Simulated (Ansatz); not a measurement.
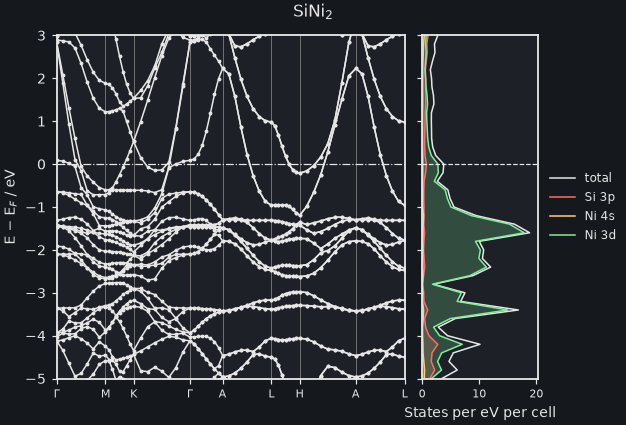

Band structure and density of states. Energies are counted from the Fermi level. The path runs straight from each named point to the next. The partial curves are projected on atomic shells.

System: SiNi2, space group P6_3/mmc, 6 atoms in the cell.

```cif
data_structure
_symmetry_space_group_name_H-M 'P6_3/mmc'
_symmetry_Int_Tables_number 194
_cell_length_a 3.8360
_cell_length_b 3.8360
_cell_length_c 4.9480
_cell_angle_alpha 90.000
_cell_angle_beta 90.000
_cell_angle_gamma 120.000
_cell_volume 63.05
loop_
_atom_site_label
_atom_site_type_symbol
_atom_site_symmetry_multiplicity
_atom_site_Wyckoff_symbol
_atom_site_fract_x
_atom_site_fract_y
_atom_site_fract_z
_atom_site_occupancy
Si1 Si 2 d 0.33333 0.66667 0.75000 1
Ni1 Ni 2 a 0.00000 0.00000 0.00000 1
Ni2 Ni 2 c 0.33333 0.66667 0.25000 1
```

Computed with Ansatz 0.2.0: DFT, PBE, all-electron LAPW, scalar-relativistic, spin-polarised, 8×8×6 k mesh.

Does this material conduct, going by its bands?

A metal: 4 bands cross the Fermi level along this path.

Where is the centre of the Ni 3d band?

Over the range shown, the centre of the Ni 3d weight lies 2.1 eV below the Fermi level, and about 90 % of the shell is filled.

Which levels at L lie nearest to the Fermi level?

At L the nearest levels lie 0.96 eV below and 0.98 eV above the Fermi level.

What carries the states at the Fermi level?

By projected weight, the states within 0.3 eV of the Fermi level are Ni 3d (75 %) and Si 3p (20 %).

Some starting moments didn't survive the run. The cell is at 11 GPa in this functional.
